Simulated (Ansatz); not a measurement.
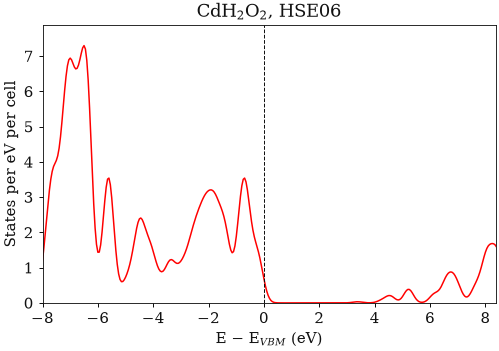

Density of states. Energies are counted from the top of the valence band. The curve is built from the levels of the k mesh with Gaussians 0.4 eV wide, which also blur the band edges.

The material is CdH$_{2}$O$_{2}$, space group P-1, 5 atoms in the cell, shear (xy) strain +5.4%; a = 3.42 Å, b = 3.58 Å, c = 4.57 Å, α = 90.07°, β = 89.93°, γ = 59.96°.

Level of theory: DFT, HSE06, plane waves, PAW, no spin polarisation, 6×6×4 k mesh; code Ansatz 0.2.0.

> Is there a gap at the Fermi level, and how wide?

There is a gap; over the k points computed it is 3.37 eV (indirect; the smallest direct gap is 3.82 eV).
